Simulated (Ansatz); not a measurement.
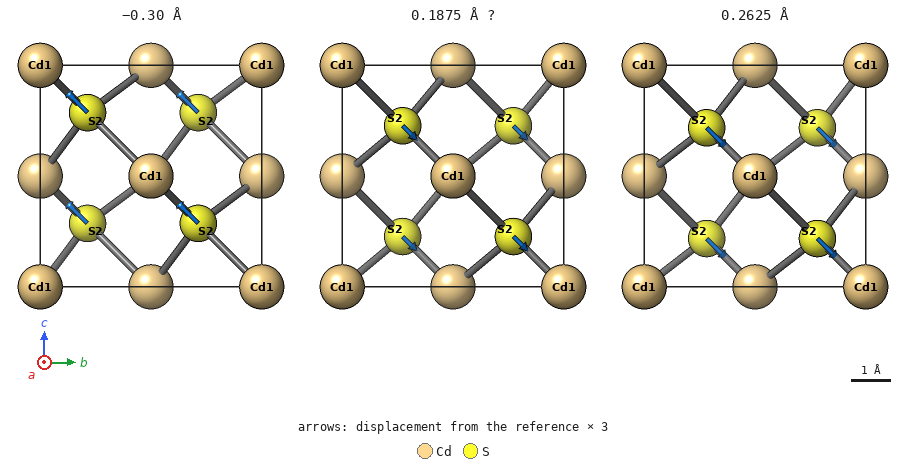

A scan of a crystal of CdS (F-43m): the whole S sublattice is shifted rigidly, towards the nearest copy of atom 2 (S) at 4.115 Å, all else fixed. The picture is a ball-and-stick view of the conventional cell (4 times the calculation's cell), seen along the a axis. Blue arrows: displacements from the reference. Lengths and directions refer to the drawn axes.

The calculation used Ansatz, DFT r2SCAN, scalar-relativistic, plane waves, PAW. (plane-wave cutoff 500 eV; k-point mesh 8 × 8 × 8; occupations gaussian; smearing width 0.05 eV; no spin polarisation). Energies (free energies at the smearing named) are counted from the cell as listed in its source, which wasn't relaxed.

```tsv
displacement (Å)	energy change (meV/cell)
−0.3000	256.5
−0.1500	60.9
0.0000	0.0
0.0375	3.7
0.0750	15.0
0.1125	34.0
0.1875	?
0.2250	140.0
0.2625	193.3
```

### One row is withheld. What is its energy?

A straight line between the two neighbours gives 104.7 meV/cell. A cubic through the four nearest rows (0.0750, 0.1125, 0.2250, 0.2625) gives, with Lagrange weights, (−0.2000)(15.0) + (0.5000)(34.0) + (1.0000)(140.0) + (−0.3000)(193.3) = 96.0 meV/cell. The calculation gives 96.0 meV/cell, so the cubic is right to the digits shown and the straight line 8.7 meV/cell too high, as the curve bends upwards here.

The whole profile:

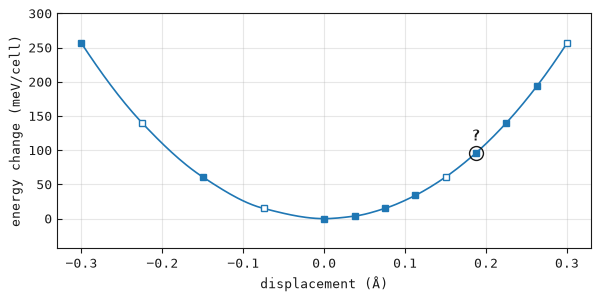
